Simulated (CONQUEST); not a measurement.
## CdS: single-point calculation

The run: single-point calculation of CdS (P1, 8 atoms in the cell). Method and program: Kohn-Sham DFT of a periodic cell, PBE, PseudoDojo NC PBE, no spin polarisation (CONQUEST 1.3).

The structure derives from an entry of the Crystallography Open Database. It belongs to a series of runs on one base structure; here: atoms moved at random by about 0.05 A.

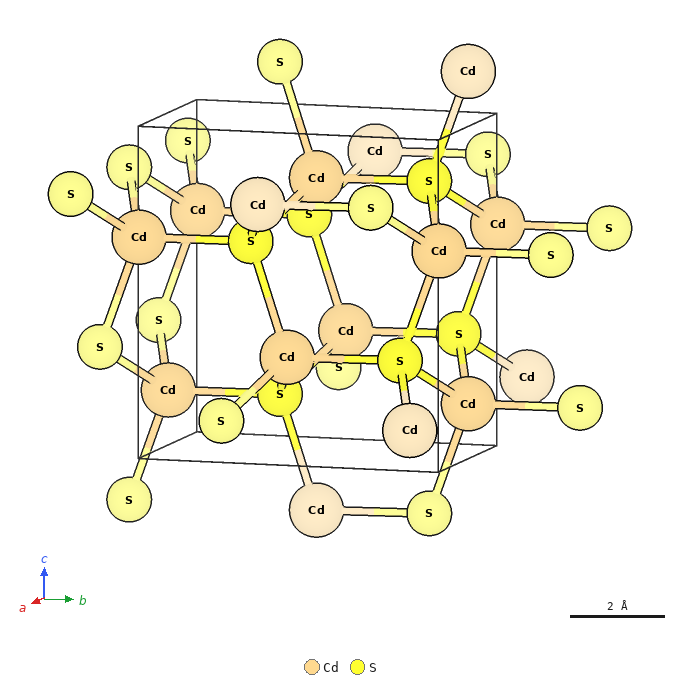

The structure as given in the input (ball-and-stick view of the cell of the calculation, seen slightly off an axis; neighbours outside the cell are drawn fainter). Near neighbours in the crystal (not all of them lie inside the picture): Cd has 4 S at 2.47 to 2.60 Å; S has 4 Cd at 2.47 to 2.60 Å.

**The input**
```
IO.Title CdS
IO.Coordinates coords.dat
IO.FractionalAtomicCoords T
IO.Iprint 2
IO.Iprint_init 1
General.NumberOfSpecies 2
General.PseudopotentialType hamann
AtomMove.TypeOfRun static
AtomMove.FullStress T
Grid.GridCutoff 120
DM.SolutionMethod diagon
Diag.MPMesh T
Diag.GammaCentred T
Diag.MPMeshX 7
Diag.MPMeshY 4
Diag.MPMeshZ 4
Diag.kT 0.00183747
minE.SCTolerance 1e-6
Basis.MultisiteSF T
Multisite.LFD T
Multisite.Smear T
SC.MaxIters 100
IO.AtomChargeOutput T
%block ChemicalSpeciesLabel
1 112.410 Cd
2 32.070 S
%endblock
%block Cd
Atom.NumberOfSupports 10
Atom.MultisiteRange 10
Atom.LFDRange 10
%endblock
%block S
Atom.NumberOfSupports 4
Atom.MultisiteRange 10
Atom.LFDRange 10
%endblock
```

Run as:
```bash
Conquest
```

**Log**
```
Simulation cell dimensions:     7.8424 a0 x    12.7311 a0 x    13.5834 a0

      Atomic coordinates (a0)
         Atom         X         Y         Z  Species
            1    0.0678    6.3429    4.4307        1
            2    3.9890    6.3429   11.2224        1
            3    3.9028    0.0304    2.2573        1
            4    7.8239    0.0304    9.0490        1
            5    0.0098   11.1113    4.5000        2
            6    3.9310   11.1113   11.2917        2
            7    0.0062    4.7756    9.0967        2
            8    3.9274    4.7756    2.3050        2

         Monkhorst-Pack mesh:   7 x   4 x   4 gamma-centred
        This calculation includes non-local pseudopotentials,
         with a maximum core radius of      6.68472097

    Job title: CdS
    Job to be run: static calculation

    Ground state search:
      Support functions represented with PAO basis
      Multi-site SFs used with local filter diagonalisation
      Non-spin-polarised electrons
      Solving for the K matrix using diagonalisation
      Using Fermi-Dirac smearing

    Integration grid size:     40 x   64 x   72

    Integration grid spacing:  0.196 a0 x 0.199 a0 x 0.189 a0

    Number of species:  2
    --------------------------------------------------------
    |   #  mass (au)  Charge (e)  SF Rad (a0)  NSF  Label  |
    --------------------------------------------------------
    |   1    112.410      20.000       16.685   10  Cd     |
    |   2     32.070       6.000       16.083    4  S      |
    --------------------------------------------------------

          PAOs are contracted to multi-site support functions
          SCF tolerance:                 0.00000100
          SCF iterations:               100

    The functional used will be GGA PBE96

           radial cut-off to be used is taken to be max PAO cut-off radius for this species:    6.684721

           greatest ang. mom. for making density from PAOs:  2

           radial cut-off to be used is taken to be max PAO cut-off radius for this species:    6.083497

           greatest ang. mom. for making density from PAOs:  2
    Minimum blocs/proc is     2880. Maximum blocs/proc is     2880
    set_atom_dens: In set_atomic_density, electrons :     104.000000000000
 matrix_size & matrix_size_padH =           56          56
    Init_SFcoeff: Time for making initial multi-site SF coeffficients:         813.23015300 ms

    Screened ion int: energy:    -614.413598811195 Ha

    new_SC_potl: Starting.  Tolerance:  0.10000E-05

    PulayMixSC: Starting Pulay mixing, A_up =  0.500 A_dn =  0.500
    PulayMixSC: Spin non-polarised calculation.
    Init_SFcoeff: Time for making initial multi-site SF coeffficients:         800.50565500 ms
          Harris-Foulkes Energy            :      -745.675177988222003 Ha
          (TS=0 as O(N) or entropic contribution is negligible)
          DFT Total Energy                 :      -745.490100428503865 Ha
          Total number of electrons        :       104.000000000002629
    PulayMixSC: Pulay iteration     1 residual:              0.14578E-02
    Init_SFcoeff: Time for making initial multi-site SF coeffficients:         794.10643500 ms
          Harris-Foulkes Energy            :      -745.604746425084841 Ha
          (TS=0 as O(N) or entropic contribution is negligible)
          DFT Total Energy                 :      -745.597338820918822 Ha
          Total number of electrons        :       104.000036406770121
    PulayMixSC: Pulay iteration     2 residual:              0.61680E-03
    Init_SFcoeff: Time for making initial multi-site SF coeffficients:         797.73162800 ms
          Harris-Foulkes Energy            :      -745.600605122653405 Ha
          (TS=0 as O(N) or entropic contribution is negligible)
          DFT Total Energy                 :      -745.600434465360195 Ha
          Total number of electrons        :       104.000052925554812
    PulayMixSC: Pulay iteration     3 residual:              0.27599E-03
    Init_SFcoeff: Time for making initial multi-site SF coeffficients:         820.58609800 ms
          Harris-Foulkes Energy            :      -745.600453745297500 Ha
          (TS=0 as O(N) or entropic contribution is negligible)
          DFT Total Energy                 :      -745.600406298959683 Ha
          Total number of electrons        :       104.000076767555186
    PulayMixSC: Pulay iteration     4 residual:              0.18622E-04
    Init_SFcoeff: Time for making initial multi-site SF coeffficients:         794.30985800 ms
          Harris-Foulkes Energy            :      -745.600432937389201 Ha
          (TS=0 as O(N) or entropic contribution is negligible)
          DFT Total Energy                 :      -745.600431460607524 Ha
          Total number of electrons        :       104.000076656048776
    PulayMixSC: Pulay iteration     5 residual:              0.66043E-05
    Init_SFcoeff: Time for making initial multi-site SF coeffficients:         791.09908900 ms
          Harris-Foulkes Energy            :      -745.600431596287535 Ha
          (TS=0 as O(N) or entropic contribution is negligible)
          DFT Total Energy                 :      -745.600431522661893 Ha
          Total number of electrons        :       104.000076556700193
    PulayMixSC: Pulay iteration     6 residual:              0.14834E-05
    Init_SFcoeff: Time for making initial multi-site SF coeffficients:         796.17017800 ms
          Harris-Foulkes Energy            :      -745.600431498024818 Ha
          (TS=0 as O(N) or entropic contribution is negligible)
          DFT Total Energy                 :      -745.600431489909170 Ha
          Total number of electrons        :       104.000076653695913
    PulayMixSC: Pulay iteration     7 residual:              0.30189E-06
    PulayMixSC: Reached SCF tolerance of  0.30189E-06 after      7 iterations
      | Number of electrons      =       104.000077
      |* band energy as 2Tr[K.H] =      -121.355889407517139 Ha
      |  screened ion-ion energy =      -614.413598811194674 Ha
      |  Ha correction           =         3.268000472506703 Ha
      |  XC correction           =       -13.098942305077234 Ha
      |* Harris-Foulkes energy   =      -745.600431498024818 Ha
      |* DFT total energy        =      -745.600431489909170 Ha
      |  estimated accuracy      =        -0.000000008115649 Ha

    force: Forces on atoms (Ha/a0)
    force:  Atom   X              Y              Z
    force:     1  -0.0042422470   0.0000594746   0.0072061331
    force:     2  -0.0042422470   0.0000594746   0.0072061331
    force:     3   0.0016780009  -0.0047819984  -0.0009752495
    force:     4   0.0016780009  -0.0047819984  -0.0009752495
    force:     5  -0.0016423272   0.0032643071   0.0014901554
    force:     6  -0.0016423272   0.0032643071   0.0014901554
    force:     7   0.0044463231   0.0011604631  -0.0076280628
    force:     8   0.0044463231   0.0011604630  -0.0076280628

    force: Maximum force :        0.00762806(Ha/a0) on atom         8 in z direction
    force: Force Residual:        0.00691810 Ha/a0
    force: Total stress:         -3.88325682     0.18263354     0.46582689 GPa
                             0.18261398    -3.97222484    -0.37833100
                             0.46580879    -0.37890510    -2.12394640
    force: Average pressure:      3.32647602 GPa

    force: Finished force
    get_E_and_F: Change in energy during last step of electronic optimisation:  0.98263E-07

    BIBLIOGRAPHY: Please consider citing the following references in the conquest.bib file

    CONQUEST:         Bowler2002pt, Miyazaki2004, Nakata2020
    Basis:            Bowler2019, Nakata2014, Nakata2015
    DM:               Bowler:2006xr
    Pseudopotentials: Hamann2013, Bowler2019
    XC functional:    Perdew1996
```

**File coords.dat**
```
    7.8423634172     0.0000000000     0.0000000000
    0.0000000000    12.7310849016     0.0000000000
    0.0000000000     0.0000000000    13.5833718892
8
  0.0086415000   0.4982200000   0.3261885000 1 T T T
  0.5086415000   0.4982200000   0.8261885000 1 T T T
  0.4976505000   0.0023890000   0.1661785000 1 T T T
  0.9976505000   0.0023890000   0.6661785000 1 T T T
  0.0012490000   0.8727730000   0.3312870000 2 T T T
  0.5012490000   0.8727730000   0.8312870000 2 T T T
  0.0007965000   0.3751140000   0.6696945000 2 T T T
  0.5007965000   0.3751140000   0.1696945000 2 T T T
```

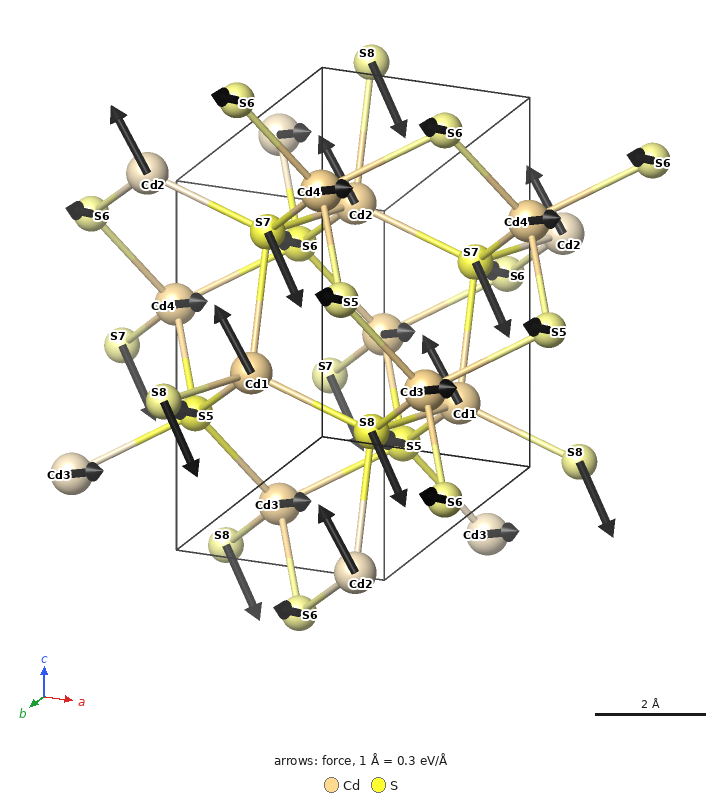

Forces on the atoms as black arrows (ball-and-stick view of the cell of the calculation, seen at an oblique angle; neighbours outside the cell are drawn fainter; atoms are numbered from 1 in the order of the input). The largest act on S7, S8 (0.46 eV/Å); Cd1, Cd2 (0.43 eV/Å); Cd3, Cd4 (0.27 eV/Å); S5, S6 (0.20 eV/Å). The geometry is not a stationary point of this energy.

**Results in brief**

- outcome: converged
- space group (tolerance 0.01 Å): P1 (1)
- electrons treated: 104
- free energy: −20288.8213 eV
- Fermi energy: −4.365 eV
- gap on the k-point mesh: 1.32 eV
- pressure: 3.33 GPa
- largest force (length of the vector): 0.458 eV/Å
- hardware: 1 thread of Intel Xeon (Emerald Rapids), 16 GiB of memory available, shared host
- wall time: 89 s
- peak memory: 0.99 GiB
